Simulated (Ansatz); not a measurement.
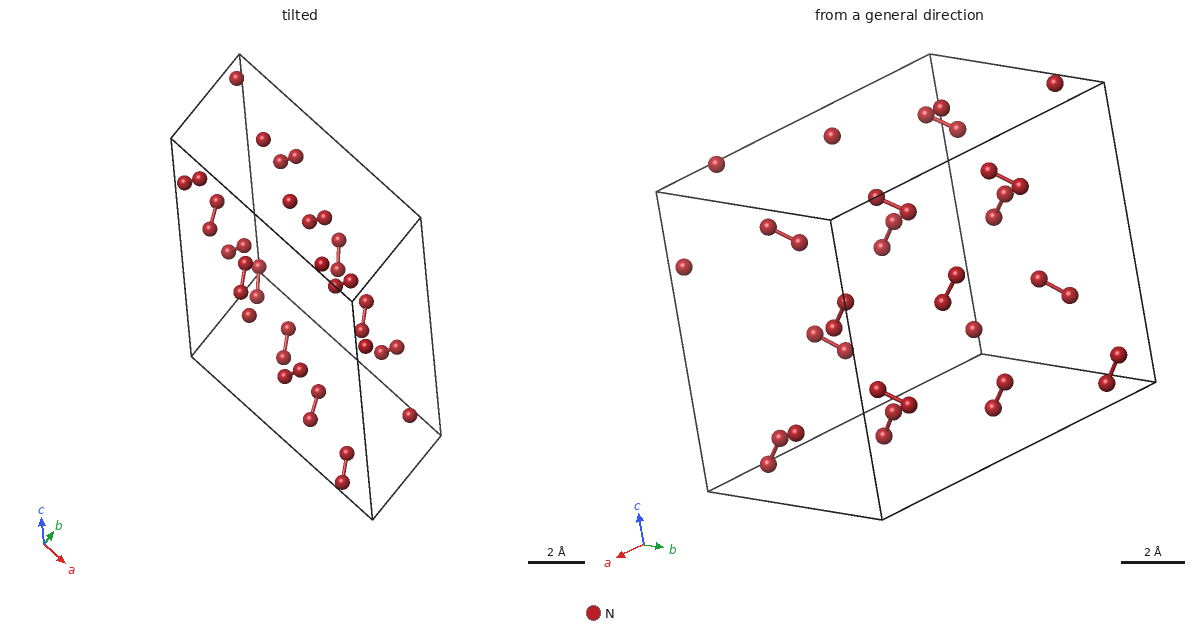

Figure: ball-and-stick view slightly off an axis and from a general direction. One supercell is framed, with atoms on its boundary repeated. The host is N, in a cell of 32 sites, and the cell carries a charge of -2.

> Identify the point defect.

A nitrogen vacancy. Around the empty site lies one N at about 1.6 Å.

Level of theory and settings: Ansatz, DFT PBE+D3(BJ), scalar-relativistic, plane waves, PAW, a 420 eV plane-wave basis, k-grid 2×2×2, Gaussian smearing of 0.01 eV, collinear spins.

> Does the cell have a net magnetic moment?

Yes, 2.5 μB in the cell.

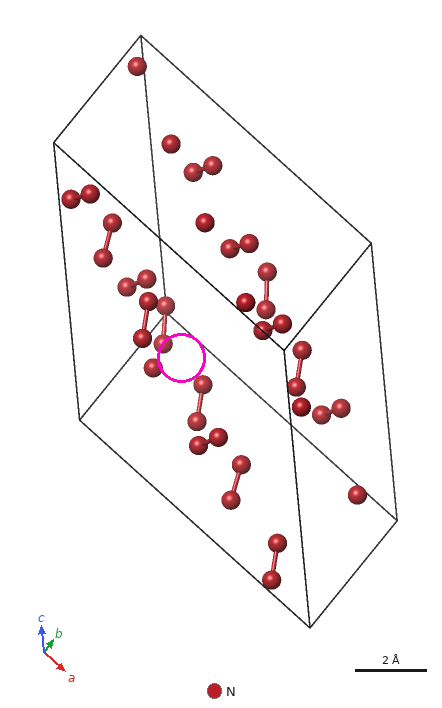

The same cell with a ring at the defect's site.

The atoms were relaxed in the host's cell with DFT PBE+D3(BJ), scalar-relativistic, plane waves, PAW in Ansatz.
